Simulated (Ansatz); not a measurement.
Start from this file.

```cif
data_structure
_symmetry_space_group_name_H-M 'P 1'
_symmetry_Int_Tables_number 1
_cell_length_a 3.1118
_cell_length_b 5.4838
_cell_length_c 5.7866
_cell_angle_alpha 90.000
_cell_angle_beta 90.000
_cell_angle_gamma 90.000
_cell_volume 98.75
loop_
_atom_site_label
_atom_site_type_symbol
_atom_site_fract_x
_atom_site_fract_y
_atom_site_fract_z
_atom_site_occupancy
Ga1 Ga 0.00000 0.00000 0.00000 1
Sb1 Sb 0.00000 0.00000 0.50000 1
Ga2 Ga 0.50000 0.50000 0.50000 1
Sb2 Sb 0.50000 0.50000 0.00000 1
```

**What crystal do these data define?**

The formula is GaSb. The symmetry is that of Immm (No. 71), on a body-centred orthorhombic lattice. One cell contains 2 Ga, 2 Sb, 4 atoms in all. Ga is linked to six Sb at 2.89 to 3.15 Å. The coordination shell of Sb holds six Ga and two Sb (2.89 to 3.15 Å to Ga, 3.11 Å to Sb). The bonds build a three-dimensional framework.

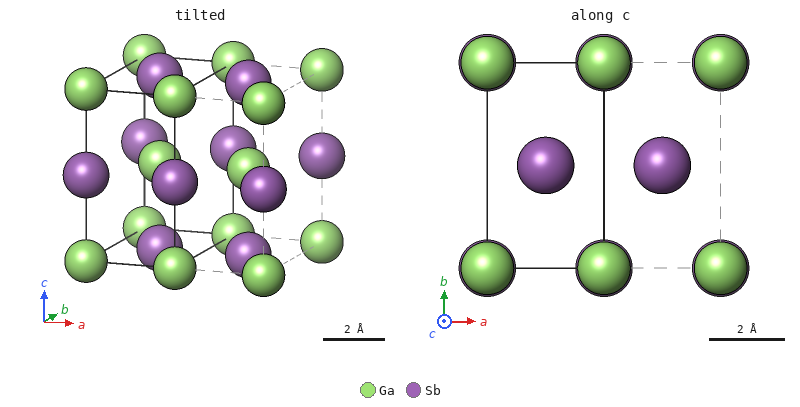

View slightly off an axis and along the c axis, drawn as a spheres-only model. The solid frame is a single conventional unit cell within a 2×1×1 block. Colours: gallium green, antimony purple.

The initial geometry was a structure listed in the Materials Project. The cell was then strained or its atoms displaced on purpose. It went into a calculation with Ansatz.
